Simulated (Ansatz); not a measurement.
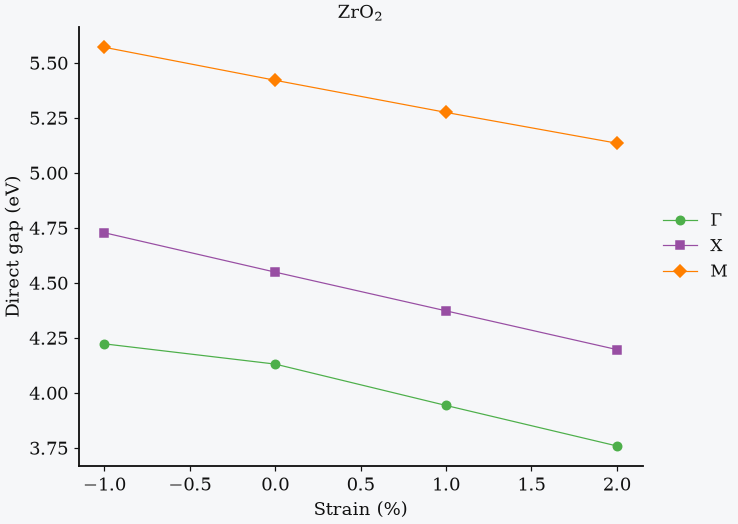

Direct gap at each named k point.

System: ZrO₂, space group P4_2/nmc (No. 137), 6 atoms in the cell; unstrained, a = 3.596 Å, c = 5.177 Å (tetragonal axes). The cell is strained along x and y by the value listed, with the other lengths fixed. The atoms keep their fractional positions. Ansatz; PBE, Ansatz PAW, no spin polarisation, no spin-orbit coupling, 6×6×5 k mesh, 420 eV cutoff, Fermi-Dirac smearing of 0.05 eV.

Q: How does each gap move from −1 % to +2 %?

A: Γ falls by 0.46 eV, X falls by 0.53 eV and M falls by 0.44 eV.

The values:
| strain | Γ (eV) | X (eV) | M (eV) | gap on the mesh (eV) |
| --- | --- | --- | --- | --- |
| −1 % | 4.22 | 4.73 | 5.57 | 4.13 |
| 0 % | 4.13 | 4.55 | 5.42 | 4.01 |
| +1 % | 3.94 | 4.37 | 5.27 | 3.85 |
| +2 % | 3.76 | 4.20 | 5.13 | 3.68 |

The smallest gap on the k mesh is 4.14, 4.03, 3.85 and 3.68 eV in turn; it lies up to 0.10 eV under the lowest value plotted. LDA, GGA and most meta-GGA functionals understate gaps.
